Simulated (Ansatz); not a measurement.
Li

```cif
data_structure
_symmetry_space_group_name_H-M 'P 1'
_symmetry_Int_Tables_number 1
_cell_length_a 5.3711
_cell_length_b 3.1010
_cell_length_c 7.7966
_cell_angle_alpha 90.000
_cell_angle_beta 103.275
_cell_angle_gamma 90.000
_cell_volume 126.39
loop_
_atom_site_label
_atom_site_type_symbol
_atom_site_fract_x
_atom_site_fract_y
_atom_site_fract_z
_atom_site_occupancy
Li1 Li 0.50000 0.50000 0.00000 1
Li2 Li 0.00000 0.00000 0.00000 1
Li3 Li 0.72200 0.50000 0.66600 1
Li4 Li 0.22200 0.00000 0.66600 1
Li5 Li 0.77009 0.99724 0.33474 1
Li6 Li 0.27009 0.49724 0.33474 1
```

Space group P1; changed on purpose from its base cell (one atom moved); computed without spin polarisation.

Level of theory: DFT PBEsol, scalar-relativistic, plane waves, PAW in Ansatz 0.2.0.

Core electrons are frozen (PAW), and the valence fields are smoothed inside the atomic spheres.

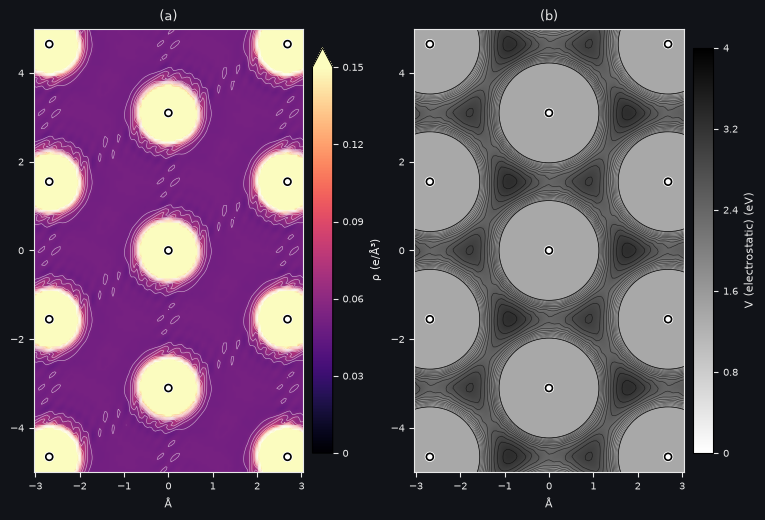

Figure 1. (a) valence electron density; (b) electrostatic potential energy of an electron on the (001) plane of the standardised cell. Circles mark the nuclei in the plane (Li). Grey discs cover the atomic cores in the potential map.

What do the fields say about this system?

The plane passes through Li nuclei.
Li–Li (3.10 Å): ρ at the midpoint is about 0.05 e/Å³.
Between the atoms the lowest density in this plane is 0.05 e/Å³.
Outside the cores the potential energy rises away from the atoms and is highest about 1.8 Å from the nearest atoms; its zero is arbitrary.

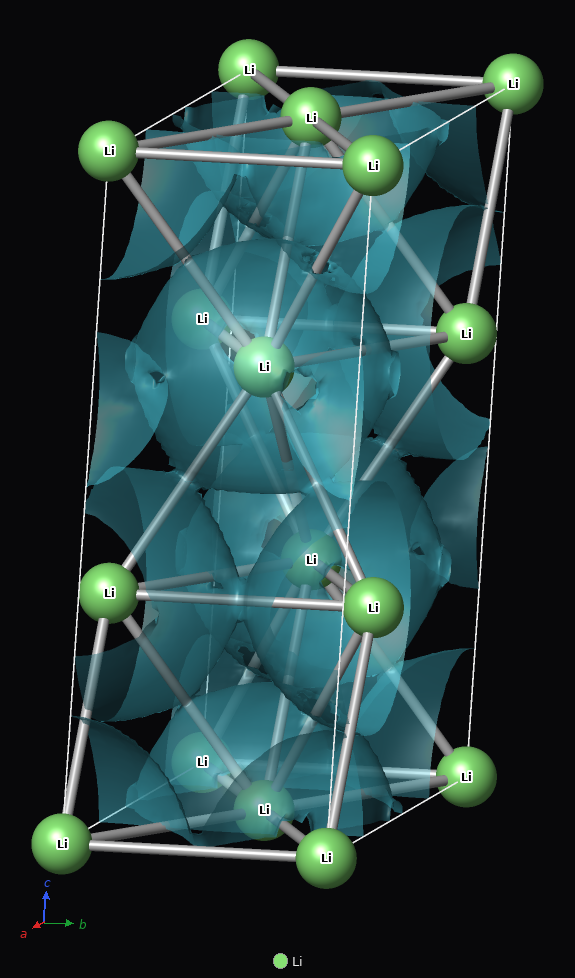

Figure 2. Isosurface of the electron localisation function at 0.55 (cyan), seen slightly off an axis. Core shells and regions of very low density are left out. Sticks mark near contacts.

What do the ELF domains correspond to?

The ELF exceeds this value in one network that runs through the whole crystal, counted in one cell of 6 atoms. Any copies at cell faces, edges or corners count once. There are no localised bonds or lone pairs at this value. Along the contacts the grid gives the following. Li–Li (3.07 Å): the ELF reaches about 0.55 near the midpoint. Li–Li (3.11 Å): the ELF reaches about 0.55 near the midpoint.

Does the calculation make it a metal, or give it a gap?

It is gapless in this calculation (a metal or semimetal).
